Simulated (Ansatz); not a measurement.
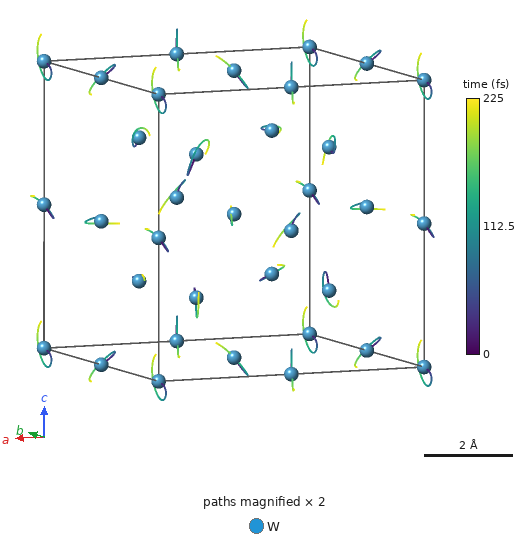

A Born-Oppenheimer molecular dynamics run of a 16-atom cell of W, 225 fs long. The cell was cut from the bcc crystal. Lines trace each atom's path, coloured by time; spheres stand at the starting positions. The excursions are magnified 2 times. Seen from a free direction in the simulation cell.

These are results of DFT PBE, scalar-relativistic, plane waves, PAW in Ansatz, not measurements. Settings: plane-wave cutoff 420 eV; k-point mesh 3 × 3 × 3; Fermi-Dirac smearing 0.17 eV; volume 1.15 times that of the relaxed crystal; Nosé-Hoover thermostat (NVT); set temperature 2000 K; time step 4.5 fs; thermostat time 100.0 fs.

How do the atoms move?

In the second half of the run the atoms are, in the root-mean-square, this far from where they began (common drift taken out): W 0.17 Å. That is small against the typical shortest distance between atoms in the first frame, about 2.9 Å: the atoms vibrate about their sites and the arrangement holds.
